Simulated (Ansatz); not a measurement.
## Single-point calculation of Mo

System: Mo (slab, 5 atoms in the cell).
Method: DFT, PBEsol, plane waves, PAW, no spin polarisation (Ansatz 0.2.0).

The structure derives from an entry of the Crystallography Open Database. Figures and captions count atoms from 1; the log counts them from 0 in places.

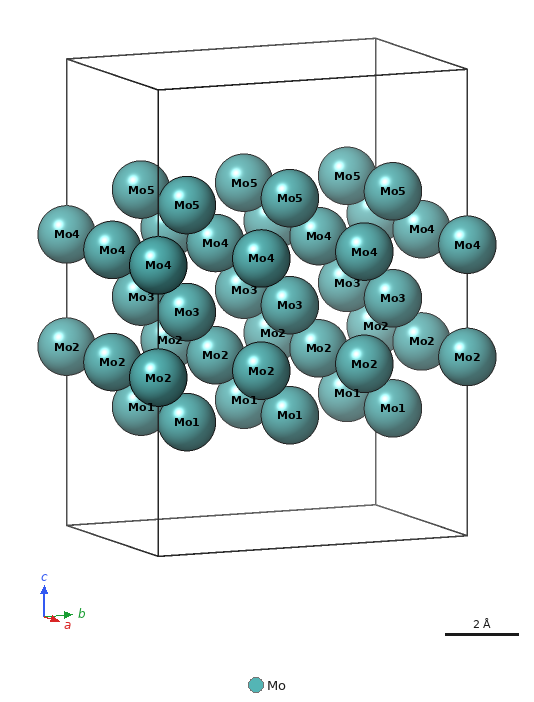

Fig. 1: The structure as given in the input (spheres-only view of the 2 × 3 repeat of the cell, with the vacuum cut short, seen slightly off an axis; atoms are numbered from 1 in the order of the input). An atom can appear more than once, as a periodic image.

Input
```yaml
crystal:
  lattice:
    - [3.1293068542, 0.0, 0.0]
    - [0.0, 3.1293068542, 0.0]
    - [0.0, 0.0, 23.2586137085]
  atoms:
    - { symbol: Mo, position: [0.5, 0.5, 0.3654560029] }
    - { symbol: Mo, position: [0.0, 0.0, 0.4327280015] }
    - { symbol: Mo, position: [0.5, 0.5, 0.4982970597] }
    - { symbol: Mo, position: [0.0, 0.0, 0.5681718652] }
    - { symbol: Mo, position: [0.5, 0.5, 0.6274443106] }
basis:
  ecutwfc: 420
kpoints:
  mp_grid: { grid: [3, 3, 1] }
hamiltonian:
  xc: pbesol
scf:
  occupations: { method: gaussian, width: 0.1 }
output:
  forces: true
  eigenvalues: true
efield:
  axis: 3
  dipole_correction: true
  ramp_width: 0.04
```

Command:
```bash
ansatz run input.yaml --threads 2 --pin off --max-ram 5120MiB --backend cpu --events-out ev --progress --plain --runs-dir out
```

Output
```
Engine: ansatz 0.2.0, x86_64-unknown-linux-gnu
Pseudopotentials: kind: paw
Pseudopotential: Mo, paw, valence charge 14, recommended cutoff 420 eV (normal), Mo.paw.azcp
Functional definition: PBEsol
  exchange = pbesol_x
  correlation = pbesol_c
Crystal: 5 atoms, lattice volume = 227.761 Å³
Basis set: ecut = 420 eV, 4493 PW (Γ), exchange–correlation on 48×48×320 points (8 copies of the dense FFT grid, shifted against one another)
Bands: 42, of which v1, the nominal top of the filled ones, is band 35 counted from 1 (34 counted from 0)
Symmetry: 8 space group operations
Space group: P4mm (ITA 99), of the structure as read, at distance tolerance 6.1e-5 Å
k-points: 3 of 9
Non-local potential: Mo, projectors of the file, l = 0: 3, l = 1: 2, l = 2: 2, l = 3: 1
PAW form: soft (Blöchl's): semilocal exchange-correlation on the pseudo side does not see the compensation charge
PAW frozen core: Mo, regenerated for the run's functional, and the local potential with it (the file was generated under x = pbe(κ = 0.804, μ = 0.2195149727645171), c = pbe(β = 0.06672455060314922))
PAW one-centre angular grid: Mo, 590 points (default); XC on 64 Gauss nodes
Initial density: superposition of atomic densities (neutral atoms: chi_scale 0, normalization atom), corrected by the library's trained network
Initial wavefunctions: pseudopotential atomic-orbital guess
Functional: x = pbesol(κ = 0.804, μ = 0.12345679012345678), c = pbesol(β = 0.046)
SCF iter   1: F=—  HF=-24482.152755 eV  |F-HF|=—  |Δ(HF+E_count)|=         —  Δρ=1.61e-2  dr2=6.54e0  ethr=1.77e-3  p=0.008 e·Å  D=6.06e-3 V/Å  ΔV_dip=-0.14 eV  dr2_dipole=2.59e0  V_vac-E_F(+/−)=3.99/4.13 eV  ⟨swp⟩=8.7  Hψ=575  notcnv=0
efield: sawtooth ramp at fractional position 0.9765 (placed from the atoms, in the widest stretch of the axis that holds none; the zero of the levels goes with the place), width 0.0400; the density the first Hamiltonian is built on has a dipole p = 0.008 e·Å; the dipole correction subtracts the counter field D = 6.06e-3 V/Å, which shifts the + side's vacuum level by -0.14 eV against the − side's; the planar-averaged density in the ramp window peaks in size at 1.0e-5 e/Å³
preconditioner: auto → LDOS  [metal: Δε(μ)=0.016 eV  Ē_g=3.610 eV  σ=0.100 eV  W_gap=0.09  n_scr=44 (ndim 8)  ℏωp=13.5 eV  f_vac=0.577  D(μ)=11.40/eV (n_scr^D=118)  β→1.0]
SCF iter   2: F=—  HF=-24482.383351 eV  |F-HF|=—  |Δ(HF+E_count)|=   2.31e-1  Δρ=3.20e-2  dr2=1.80e1  ethr=1.77e-3  p=0.001 e·Å  D=1.01e-3 V/Å  ΔV_dip=-0.02 eV  dr2_dipole=6.29e0  V_vac-E_F(+/−)=4.41/4.43 eV  ⟨swp⟩=2.3  Hψ=214  notcnv=0  defer=2  recentre
SCF iter   3: F=—  HF=-24482.055003 eV  |F-HF|=—  |Δ(HF+E_count)|=   3.28e-1  Δρ=8.06e-3  dr2=1.57e0  ethr=1.77e-3  p=0.004 e·Å  D=3.04e-3 V/Å  ΔV_dip=-0.07 eV  dr2_dipole=5.85e-1  V_vac-E_F(+/−)=4.13/4.20 eV  ⟨swp⟩=2.3  Hψ=186  notcnv=0  defer=2
SCF iter   4: F=—  HF=-24482.032584 eV  |F-HF|=—  |Δ(HF+E_count)|=   2.24e-2  Δρ=3.10e-3  dr2=3.73e-1  ethr=1.77e-3  p=0.005 e·Å  D=3.67e-3 V/Å  ΔV_dip=-0.09 eV  dr2_dipole=1.71e-1  V_vac-E_F(+/−)=4.25/4.34 eV  ⟨swp⟩=1.3  Hψ=151  notcnv=0
SCF iter   5: F=—  HF=-24482.031601 eV  |F-HF|=—  |Δ(HF+E_count)|=   9.82e-4  Δρ=1.79e-3  dr2=6.96e-2  ethr=5.32e-4  p=0.007 e·Å  D=5.50e-3 V/Å  ΔV_dip=-0.13 eV  dr2_dipole=2.53e-2  V_vac-E_F(+/−)=4.24/4.37 eV  ⟨swp⟩=1.0  Hψ=124  notcnv=0  defer=2
SCF iter   6: F=—  HF=-24482.030638 eV  |F-HF|=—  |Δ(HF+E_count)|=   9.63e-4  Δρ=4.94e-4  dr2=1.27e-3  ethr=9.94e-5  p=0.009 e·Å  D=7.21e-3 V/Å  ΔV_dip=-0.17 eV  dr2_dipole=9.60e-5  V_vac-E_F(+/−)=4.26/4.43 eV  ⟨swp⟩=1.7  Hψ=134  notcnv=0  defer=2
SCF iter   7: F=—  HF=-24482.030864 eV  |F-HF|=—  |Δ(HF+E_count)|=   2.26e-4  Δρ=3.49e-4  dr2=3.37e-3  ethr=1.82e-6  p=0.010 e·Å  D=7.86e-3 V/Å  ΔV_dip=-0.18 eV  dr2_dipole=1.15e-3  V_vac-E_F(+/−)=4.26/4.45 eV  ⟨swp⟩=2.7  Hψ=175  notcnv=0  defer=2
SCF iter   8: F=—  HF=-24482.030931 eV  |F-HF|=—  |Δ(HF+E_count)|=   6.65e-5  Δρ=1.34e-4  dr2=3.41e-4  ethr=1.82e-6  p=0.011 e·Å  D=8.48e-3 V/Å  ΔV_dip=-0.20 eV  dr2_dipole=9.20e-5  V_vac-E_F(+/−)=4.27/4.47 eV  ⟨swp⟩=1.3  Hψ=127  notcnv=0  defer=2
SCF iter   9: F=—  HF=-24482.030965 eV  |F-HF|=—  |Δ(HF+E_count)|=   3.44e-5  Δρ=9.10e-5  dr2=3.13e-4  ethr=4.88e-7  p=0.011 e·Å  D=8.89e-3 V/Å  ΔV_dip=-0.21 eV  dr2_dipole=1.54e-4  V_vac-E_F(+/−)=4.28/4.49 eV  ⟨swp⟩=1.7  Hψ=135  notcnv=0  defer=2
SCF iter  10: F=—  HF=-24482.030960 eV  |F-HF|=—  |Δ(HF+E_count)|=   5.38e-6  Δρ=6.09e-5  dr2=1.35e-4  ethr=4.47e-7  p=0.011 e·Å  D=8.97e-3 V/Å  ΔV_dip=-0.21 eV  dr2_dipole=6.41e-5  V_vac-E_F(+/−)=4.28/4.49 eV  ⟨swp⟩=1.0  Hψ=124  notcnv=0  defer=2
SCF iter  11: F=—  HF=-24482.030954 eV  |F-HF|=—  |Δ(HF+E_count)|=   5.28e-6  Δρ=1.15e-5  dr2=3.97e-6  ethr=1.93e-7  p=0.011 e·Å  D=9.04e-3 V/Å  ΔV_dip=-0.21 eV  dr2_dipole=2.17e-6  V_vac-E_F(+/−)=4.28/4.49 eV  ⟨swp⟩=1.3  Hψ=125  notcnv=0  defer=2
SCF iter  12: F=—  HF=-24482.031048 eV  |F-HF|=—  |Δ(HF+E_count)|=   9.39e-5  Δρ=5.06e-6  dr2=1.35e-7  ethr=5.68e-9  p=0.011 e·Å  D=9.08e-3 V/Å  ΔV_dip=-0.21 eV  dr2_dipole=4.90e-8  V_vac-E_F(+/−)=4.28/4.49 eV  ⟨swp⟩=2.0  Hψ=168  notcnv=0  defer=2
SCF iter  13: F=-24482.031049 eV  HF=-24482.031048 eV  |F-HF|=1.33e-7  |Δ(HF+E_count)|=   1.75e-7  Δρ=3.48e-6  dr2=4.26e-8  ethr=1.43e-10  p=0.011 e·Å  D=9.09e-3 V/Å  ΔV_dip=-0.21 eV  dr2_dipole=2.73e-10  V_vac-E_F(+/−)=4.28/4.49 eV  ⟨swp⟩=12.7  Hψ=540  notcnv=0
SCF 1 converged in 13 iterations: F = -24482.031049 eV  dr2 = 4.26e-8
  greatest PAW one-centre occupation: 0.999 electrons in one spin orbital (limit 2), on the Mo atom at site 3 (counted from 0), in its partial waves of l = 0
```

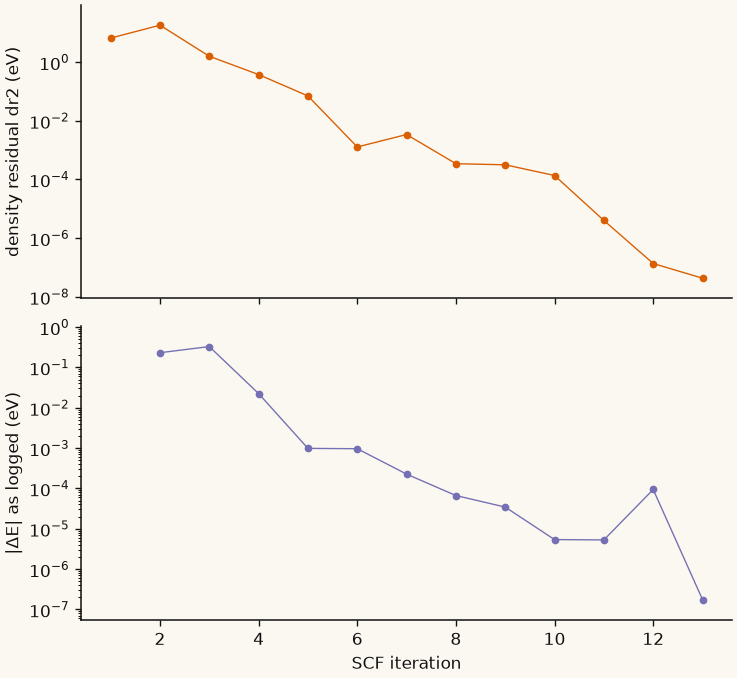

Fig. 2: Convergence of the self-consistent field: density residual dr2 and size of the energy change against the SCF iteration. The residual falls unevenly and jumps up by a factor of two or more 2 times on the way down.

```
SCF converged after 13 iterations
Free energy (F): -24482.031049 eV
Harris-Foulkes:  -24482.031048 eV  (|F-HF|=1.33e-7)
Internal energy: -24481.944825 eV  (E = F + TS)
E sigma→0 (E₀):  -24481.987937 eV
Entropy (-TS):   -0.086223 eV (-17.245 meV/atom)
Fermi energy:    4.387929 eV
Dipole field:    D = 0.009065 V/Å  (p = 0.011410 e·Å, saw-weighted, corrected)
Work function:   Φ+ = 4.2818 eV   Φ− = 4.4926 eV
Levels:          The Fermi level and band energies are counted from a zero that moves with the ramp; work functions are not
--- Per-component energies (eV) ---
  E_band       = -1424.916499
  E_kinetic    = 2200.707489
  E_local      = -83166.381029  (includes V_loc(G=0)·N_el)
  E_nonlocal   = 727.579394
  E_hartree    = 40337.877777
  E_xc         = -906.647365
  E_vxc        = -1135.202510  (∫ρ·V_xc dr)
  E_paw        = -15720.269139  (= ΣΔE_a)
  E_vpaw       = -727.352634  (= ΣTr[D̂ρ^β])
  E_aug_tail   = 0.000198  (compensation charges beyond the density's cutoff)
  E_efield     = 0.000052  (sawtooth field / dipole correction)
  E_vefield    = -0.028961  (∫n·V_field dr)
  E_ewald      = 32044.141302
  E_core_change = 1.046497  (= ΣΔE_core)
  E_smearing   = -0.086223  (= −TS)
  E_closure    = 0.000000  (closes the sum)
  Σ components = -24482.031049   (vs F -24482.031049, Δ=0.00e0)
--- Forces (eV/Å), atoms counted from 1 ---
  atom   1  Mo     0.00000000     0.00000000     1.10600481
  atom   2  Mo    -0.00000000     0.00000000    -0.79816271
  atom   3  Mo     0.00000000     0.00000000    -0.50284738
  atom   4  Mo     0.00000000     0.00000000     0.71848245
  atom   5  Mo     0.00000000     0.00000000    -0.52339716
  max |Σ_I F_I| component: 8.00e-5 eV/Å
--- Band table (eV) ---
  k-point 0: bands = ["-56.7120", "-56.6000", "-56.4662", "-56.2827", "-56.1005", "-30.9823", "-30.9279", "-30.9279", "-30.8679", "-30.7432", "-30.7019", "-30.7019", "-30.5009", "-30.5009", "-30.3373", "-30.0972", "-30.0972", "-30.0173", "-29.8524", "-29.8524", "-2.2016", "-0.8592", "-0.5983", "-0.5574", "0.1487", "0.6967", "0.8592", "1.9157", "3.1389", "3.1389", "3.2533", "3.5565", "3.5565", "4.0627", "4.1494", "4.2564", "4.2564", "4.3340", "4.3749", "5.5507", "5.7143", "5.7199"]
  k-point 1: bands = ["-56.6128", "-56.5647", "-56.3821", "-56.3370", "-56.1848", "-31.2923", "-31.2475", "-30.9982", "-30.9085", "-30.6996", "-30.6974", "-30.5915", "-30.5517", "-30.4377", "-30.2520", "-30.1961", "-30.1386", "-30.0703", "-29.9742", "-29.8815", "-0.6316", "-0.4523", "-0.0214", "0.5838", "0.6995", "1.0411", "1.6038", "1.7686", "2.5970", "2.7092", "2.8860", "3.1203", "3.3371", "3.8521", "3.9805", "4.5022", "4.8780", "5.1014", "5.1966", "5.6739", "5.8317", "6.0731"]
  k-point 2: bands = ["-56.5671", "-56.5439", "-56.3460", "-56.3273", "-56.2115", "-31.2667", "-31.1566", "-31.1118", "-30.9976", "-30.9926", "-30.8070", "-30.6907", "-30.6572", "-30.4812", "-30.2716", "-30.2193", "-30.1721", "-30.1502", "-29.9334", "-29.8841", "-0.0271", "0.3594", "0.8165", "1.0714", "1.3640", "1.5004", "1.6076", "2.0104", "2.0268", "2.2647", "2.3846", "2.4238", "2.9307", "4.3756", "4.4189", "4.4413", "4.6675", "5.6318", "5.7555", "6.0316", "6.4658", "6.5225"]
```

Summary

```csv
quantity,value
outcome,converged
electrons treated,70
free energy,−24482.0310 eV
Fermi energy,4.388 eV
gap on the k-point mesh,none (metallic)
largest force (length of the vector),1.106 eV/Å
hardware,"2 threads of AMD EPYC (Zen 5), 32 GiB of memory available, shared host"
wall time,0.65 s (CPU time 1.1 s)
peak memory,0.46 GiB
```

Remarks

Settings chosen away from the usual ones: kpoints.mp_grid.grid set to [3, 3, 1] (from [9, 9, 1]). These settings are looser than, or depart from, a standard set-up, so the numbers are not reference values for this system.
